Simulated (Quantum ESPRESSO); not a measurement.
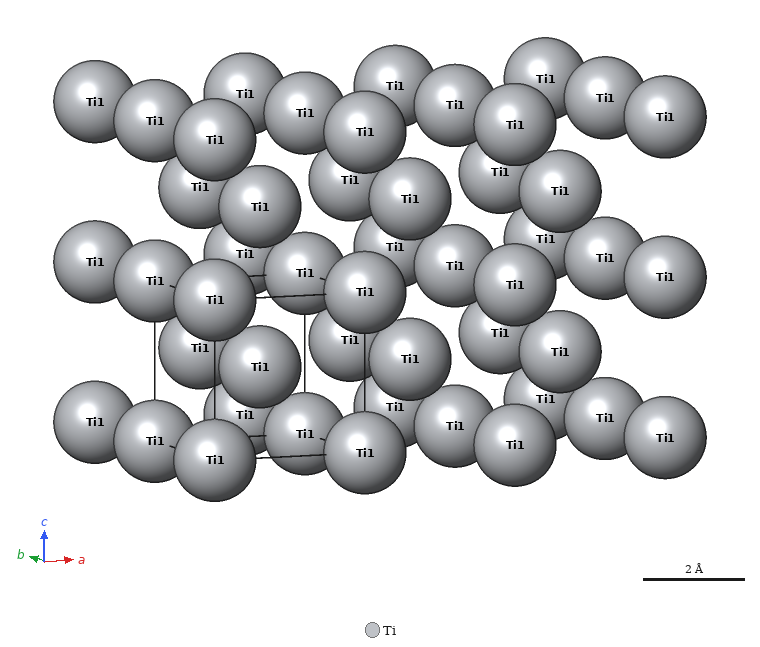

Figure 1. The structure as given in the input (spheres-only view of the cell 2 times as large as that of the calculation, set on its symmetry axes, repeated 3 × 2 × 2, seen slightly off an axis; atoms are numbered from 1 in the order of the input). An atom can appear more than once, as a periodic image.

## Single-point calculation, with input and output: Ti (part 1 of 2)

- system: Ti (1 atom in the cell)
- method: Kohn-Sham DFT of a periodic cell, PBE with D3(BJ), PseudoDojo 0.4.1 SR PBE standard, no spin polarisation (Quantum ESPRESSO 7.5)

The structure derives from an entry of the Crystallography Open Database. The volume is scaled by 0.94.

### Input file
```
&CONTROL
  calculation = 'scf'
  prefix = 'pwscf'
  outdir = './tmp'
  pseudo_dir = './pseudo'
  tprnfor = .true.
  tstress = .true.
  disk_io = 'nowf'
/
&SYSTEM
  ibrav = 0
  nat = 1
  ntyp = 1
  ecutwfc = 84
  nbnd = 12
  occupations = 'smearing'
  smearing = 'fd'
  degauss = 0.00367493
  vdw_corr = 'grimme-d3'
  dftd3_version = 4
/
&ELECTRONS
  conv_thr = 2d-10
  electron_maxstep = 120
  mixing_beta = 0.5
/
ATOMIC_SPECIES
Ti    47.8670 Ti.upf
CELL_PARAMETERS angstrom
  -1.6075008044    1.6075008044    1.6075008044
   1.6075008044   -1.6075008044    1.6075008044
   1.6075008044    1.6075008044   -1.6075008044
ATOMIC_POSITIONS crystal
Ti     0.0000000000    0.0000000000    0.0000000000
K_POINTS automatic
11 11 11 0 0 0
```

Run on 1 thread of AMD EPYC (Zen 3), 24 GiB of memory available, shared host.

Run as:
```bash
OMP_NUM_THREADS=1 pw.x -in pw.in > pw.out
```

### The program's output
```
This program is part of the open-source Quantum ESPRESSO suite
     for quantum simulation of materials; please cite
         "P. Giannozzi et al., J. Phys.:Condens. Matter 21 395502 (2009);
         "P. Giannozzi et al., J. Phys.:Condens. Matter 29 465901 (2017);
         "P. Giannozzi et al., J. Chem. Phys. 152 154105 (2020);
          URL
     in publications or presentations arising from this work. More details at

     Message from routine setup:
     using ibrav=0 with symmetry is DISCOURAGED, use correct ibrav instead

     G-vector sticks info
     --------------------
     sticks:   dense  smooth     PW     G-vecs:    dense   smooth      PW
     Sum         709     709    219                11849    11849    2093

     Using Slab Decomposition

     bravais-lattice index     =            0
     lattice parameter (alat)  =       5.2615  a.u.
     unit-cell volume          =     112.1270 (a.u.)^3
     number of atoms/cell      =            1
     number of atomic types    =            1
     number of electrons       =        12.00
     number of Kohn-Sham states=           12
     kinetic-energy cutoff     =      84.0000  Ry
     charge density cutoff     =     336.0000  Ry
     scf convergence threshold =      2.0E-10
     mixing beta               =       0.5000
     number of iterations used =            8  plain     mixing
     Exchange-correlation= PBE
                           (   1   4   3   4   0   0   0)

     celldm(1)=   5.261514  celldm(2)=   0.000000  celldm(3)=   0.000000
     celldm(4)=   0.000000  celldm(5)=   0.000000  celldm(6)=   0.000000

     crystal axes: (cart. coord. in units of alat)
               a(1) = (  -0.577350   0.577350   0.577350 )
               a(2) = (   0.577350  -0.577350   0.577350 )
               a(3) = (   0.577350   0.577350  -0.577350 )

     reciprocal axes: (cart. coord. in units 2 pi/alat)
               b(1) = ( -0.000000  0.866025  0.866025 )
               b(2) = (  0.866025 -0.000000  0.866025 )
               b(3) = (  0.866025  0.866025  0.000000 )

     PseudoPot. # 1 for Ti read from file:
     Ti.upf
     Pseudo is Norm-conserving + core correction, Zval = 12.0
     Generated using ONCVPSP code by D. R. Hamann
     Using radial grid of 1586 points,  6 beta functions with:
                l(1) =   0
                l(2) =   0
                l(3) =   1
                l(4) =   1
                l(5) =   2
                l(6) =   2

     atomic species   valence    mass     pseudopotential
     Ti               12.00    47.86700     Ti( 1.00)

     48 Sym. Ops., with inversion, found

   Cartesian axes

     site n.     atom                  positions (alat units)
         1        Ti     tau(   1) = (   0.0000000   0.0000000   0.0000000  )

     --------------------------------------------
     DFT-D3 Dispersion Correction (3-body terms):
     --------------------------------------------
       Reference C6 values for interpolation:

         atom   Coordination number   C6
         Ti         0.000          2723.84
         Ti         1.830           604.00
         Ti         3.868           643.18

       Values used:

         atom   Coordination number  R0_AB[au]  C6      C8
         Ti        10.986            3.557    643.18  76289.64

         Molecular C6 ( Ry / a.u.^6 ) =       643.18

     number of k points=    56  Fermi-Dirac smearing, width (Ry)=  0.0037
                       cart. coord. in units 2pi/alat
        k(    1) = (   0.0000000   0.0000000   0.0000000), wk =   0.0015026
        k(    2) = (   0.0787296   0.0787296   0.0000000), wk =   0.0180316
        k(    3) = (   0.1574592   0.1574592   0.0000000), wk =   0.0180316
        k(    4) = (   0.2361887   0.2361887   0.0000000), wk =   0.0180316
        k(    5) = (   0.3149183   0.3149183   0.0000000), wk =   0.0180316
        k(    6) = (   0.3936479   0.3936479   0.0000000), wk =   0.0180316
        k(    7) = (   0.1574592   0.0787296   0.0787296), wk =   0.0360631
        k(    8) = (   0.2361887   0.1574592   0.0787296), wk =   0.0721262
        k(    9) = (   0.3149183   0.2361887   0.0787296), wk =   0.0721262
        k(   10) = (   0.3936479   0.3149183   0.0787296), wk =   0.0721262
        k(   11) = (   0.4723775   0.3936479   0.0787296), wk =   0.0360631
        k(   12) = (   0.3149183   0.1574592   0.1574592), wk =   0.0360631
        k(   13) = (   0.3936479   0.2361887   0.1574592), wk =   0.0721262
        k(   14) = (   0.4723775   0.3149183   0.1574592), wk =   0.0721262
        k(   15) = (   0.4723775   0.2361887   0.2361887), wk =   0.0360631
        k(   16) = (   0.5511071   0.3149183   0.2361887), wk =   0.0360631
        k(   17) = (   0.1574592   0.1574592   0.1574592), wk =   0.0120210
        k(   18) = (   0.2361887   0.2361887   0.1574592), wk =   0.0360631
        k(   19) = (   0.3149183   0.3149183   0.1574592), wk =   0.0360631
        k(   20) = (   0.3936479   0.3936479   0.1574592), wk =   0.0360631
        k(   21) = (  -0.0000000  -0.0000000   0.1574592), wk =   0.0090158
        k(   22) = (   0.3149183   0.2361887   0.2361887), wk =   0.0360631
        k(   23) = (   0.3936479   0.3149183   0.2361887), wk =   0.0721262
        k(   24) = (   0.4723775   0.3936479   0.2361887), wk =   0.0360631
        k(   25) = (   0.0000000  -0.0787296   0.2361887), wk =   0.0360631
        k(   26) = (   0.4723775   0.3149183   0.3149183), wk =   0.0360631
        k(   27) = (  -0.0000000  -0.1574592   0.3149183), wk =   0.0360631
        k(   28) = (   0.0787296  -0.0787296   0.3149183), wk =   0.0360631
        k(   29) = (  -0.0000000  -0.2361887   0.3936479), wk =   0.0360631
        k(   30) = (   0.0787296  -0.1574592   0.3936479), wk =   0.0721262
        k(   31) = (  -0.0000000  -0.3149183   0.4723775), wk =   0.0360631
        k(   32) = (   0.0787296  -0.2361887   0.4723775), wk =   0.0721262
        k(   33) = (   0.1574592  -0.1574592   0.4723775), wk =   0.0360631
        k(   34) = (  -0.7872958  -0.3149183  -0.3149183), wk =   0.0360631
        k(   35) = (  -0.7085662  -0.2361887  -0.3149183), wk =   0.0721262
        k(   36) = (  -0.6298367  -0.2361887  -0.2361887), wk =   0.0120210
        k(   37) = (   0.3149183   0.3149183   0.3149183), wk =   0.0120210
        k(   38) = (   0.3936479   0.3936479   0.3149183), wk =   0.0360631
        k(   39) = (   0.0000000   0.0000000   0.3149183), wk =   0.0090158
        k(   40) = (   0.4723775   0.3936479   0.3936479), wk =   0.0120210
        k(   41) = (  -0.0000000  -0.0787296   0.3936479), wk =   0.0360631
        k(   42) = (  -0.0000000  -0.1574592   0.4723775), wk =   0.0360631
        k(   43) = (   0.0787296  -0.0787296   0.4723775), wk =   0.0360631
        k(   44) = (  -0.0000000  -0.2361887   0.5511071), wk =   0.0360631
        k(   45) = (   0.0787296  -0.1574592   0.5511071), wk =   0.0721262
        k(   46) = (  -0.7872958  -0.2361887  -0.2361887), wk =   0.0360631
        k(   47) = (  -0.7085662  -0.1574592  -0.2361887), wk =   0.0360631
        k(   48) = (  -0.0000000  -0.0000000   0.4723775), wk =   0.0090158
        k(   49) = (  -0.0000000  -0.0787296   0.5511071), wk =   0.0360631
        k(   50) = (  -0.0000000  -0.1574592   0.6298367), wk =   0.0360631
        k(   51) = (   0.0787296  -0.0787296   0.6298367), wk =   0.0360631
        k(   52) = (  -0.7872958  -0.1574592  -0.1574592), wk =   0.0360631
        k(   53) = (  -0.0000000  -0.0000000   0.6298367), wk =   0.0090158
        k(   54) = (  -0.0000000  -0.0787296   0.7085662), wk =   0.0360631
        k(   55) = (  -0.7872958  -0.0787296  -0.0787296), wk =   0.0120210
        k(   56) = (  -0.0000000  -0.0000000   0.7872958), wk =   0.0090158

     Dense  grid:    11849 G-vectors     FFT dimensions: (  32,  32,  32)

     Initial potential from superposition of free atoms

     starting charge      11.9984, renormalised to      12.0000
     Starting wfcs are   10 randomized atomic wfcs +    2 random wfcs

     Self-consistent Calculation

     iteration #  1     ecut=    84.00 Ry     beta= 0.50
     Davidson diagonalization with overlap
     ethr =  1.00E-02,  avg # of iterations =  3.4

     Threshold (ethr) on eigenvalues was too large:
     Diagonalizing with lowered threshold

     Davidson diagonalization with overlap
     ethr =  2.65E-04,  avg # of iterations =  1.2

     total energy              =    -118.73562771 Ry
     estimated scf accuracy    <       0.03359477 Ry

     iteration #  2     ecut=    84.00 Ry     beta= 0.50
     Davidson diagonalization with overlap
     ethr =  2.80E-04,  avg # of iterations =  1.9

     total energy              =    -118.74393248 Ry
     estimated scf accuracy    <       0.00138608 Ry

     iteration #  3     ecut=    84.00 Ry     beta= 0.50
     Davidson diagonalization with overlap
     ethr =  1.16E-05,  avg # of iterations =  2.2

     total energy              =    -118.74419122 Ry
     estimated scf accuracy    <       0.00008497 Ry

     iteration #  4     ecut=    84.00 Ry     beta= 0.50
     Davidson diagonalization with overlap
     ethr =  7.08E-07,  avg # of iterations =  2.3

     total energy              =    -118.74419891 Ry
     estimated scf accuracy    <       0.00000576 Ry

     iteration #  5     ecut=    84.00 Ry     beta= 0.50
     Davidson diagonalization with overlap
     ethr =  4.80E-08,  avg # of iterations =  1.3

     total energy              =    -118.74419820 Ry
     estimated scf accuracy    <       0.00000177 Ry

     iteration #  6     ecut=    84.00 Ry     beta= 0.50
     Davidson diagonalization with overlap
     ethr =  1.47E-08,  avg # of iterations =  2.0

     total energy              =    -118.74419863 Ry
     estimated scf accuracy    <       0.00000007 Ry

     iteration #  7     ecut=    84.00 Ry     beta= 0.50
     Davidson diagonalization with overlap
     ethr =  5.90E-10,  avg # of iterations =  1.2

     total energy              =    -118.74419863 Ry
     estimated scf accuracy    <          6.0E-09 Ry

     iteration #  8     ecut=    84.00 Ry     beta= 0.50
     Davidson diagonalization with overlap
     ethr =  4.96E-11,  avg # of iterations =  2.1

     total energy              =    -118.74419863 Ry
     estimated scf accuracy    <          7.5E-10 Ry

     iteration #  9     ecut=    84.00 Ry     beta= 0.50
     Davidson diagonalization with overlap
     ethr =  6.24E-12,  avg # of iterations =  1.2

     End of self-consistent calculation

          k = 0.0000 0.0000 0.0000 (  1481 PWs)   bands (ev):

   -42.5443 -18.3644 -18.3644 -18.3644   7.8425  14.8998  14.8998  14.8998
    16.7630  16.7630  31.6394  31.6394

          k = 0.0787 0.0787 0.0000 (  1463 PWs)   bands (ev):

   -42.5319 -18.4290 -18.3841 -18.3649   8.1344  14.7639  14.8550  15.1172
    16.6129  16.7718  31.2201  31.5925

          k = 0.1575 0.1575 0.0000 (  1463 PWs)   bands (ev):

   -42.4984 -18.5997 -18.4365 -18.3661   8.9481  14.4184  14.6191  15.7356
    16.4263  16.8111  29.8096  30.9735

          k = 0.2362 0.2362 0.0000 (  1460 PWs)   bands (ev):

   -42.4542 -18.8179 -18.5044 -18.3678  10.0611  14.0018  14.2604  16.4955
    16.6439  16.8998  27.5377  29.6613

          k = 0.3149 0.3149 0.0000 (  1458 PWs)   bands (ev):

   -42.4133 -19.0136 -18.5661 -18.3694  10.9729  13.6486  14.3424  16.6780
    17.0231  17.6215  25.1155  28.4048
```
